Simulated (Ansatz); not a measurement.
The compound is BN (space group R3m, No. 160), taken as coordinates from a relaxation with DFT PBEsol, scalar-relativistic, plane waves, PAW (Ansatz).

```
B N
1.0
     2.50419    0.00000    0.00000
    -1.25210    2.16870    0.00000
     0.00000    0.00000   10.44459
B N
3 3
Direct
  0.00000 0.00000 0.00038
  0.66667 0.33333 0.33371
  0.33333 0.66667 0.66704
  0.66667 0.33333 0.00052
  0.33333 0.66667 0.33386
  0.00000 0.00000 0.66719
```

Bonds are taken as B–N below 1.6 Å; no other contact counts. Simplification: prune 0- and 1-connected atoms, fold 2-connected ones into links.

Derive the underlying net.

The result is a uninodal 3-connected, two-periodic (layers) net: B and N are 3-connected nodes. It is the hcb net, known from graphene. The layers lie parallel to (001).

```csv
node,links,point symbol,coordination sequence
B and N,3,6^3,3 6 9 12 15 18 21 24
```

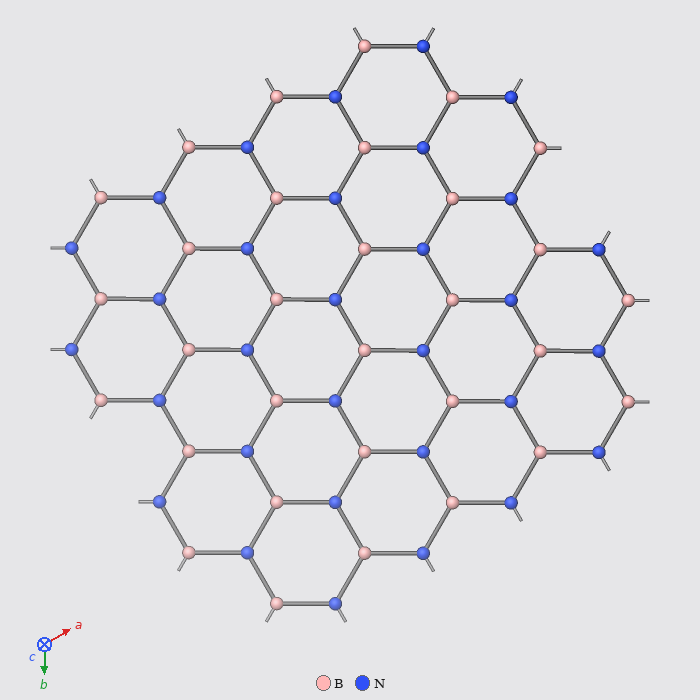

Nodes are coloured by element. One layer is drawn. Edges to nodes outside the piece are drawn as stubs.
